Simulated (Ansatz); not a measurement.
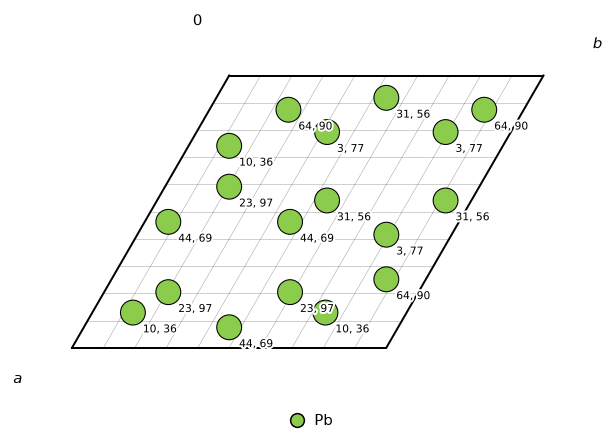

Plan of a unit cell projected along c (a down the page, b across); the numbers are heights in hundredths of c, and atoms on the cell's edges are repeated. The grid marks tenths of a and b. Source: coordinates from a relaxation with Ansatz 0.2.0, DFT PBEsol, scalar-relativistic, plane waves, PAW; the starting structure was generated, so it need not be a known form of this composition. All values are computed from the atomic coordinates in the standard setting (tolerance 0.002 Å).

a = 8.591 Å, b = 8.591 Å, c = 23.568 Å, α = 90.00°, β = 90.00°, γ = 120.00°.

Question: What does the cell contain?

Answer: 36 Pb: Pb, Z = 36.

Question: Which space group?

Answer: No. 166, R-3m, hexagonal axes, rhombohedral (trigonal, hexagonal axes).

Question: Give the independent sites, coordinates to two places.

Answer:
```tsv
atom	site	symmetry	x	y	z
Pb	18h	.m	0.13	0.87	0.90
Pb	18h	.m	0.54	0.46	0.69
```
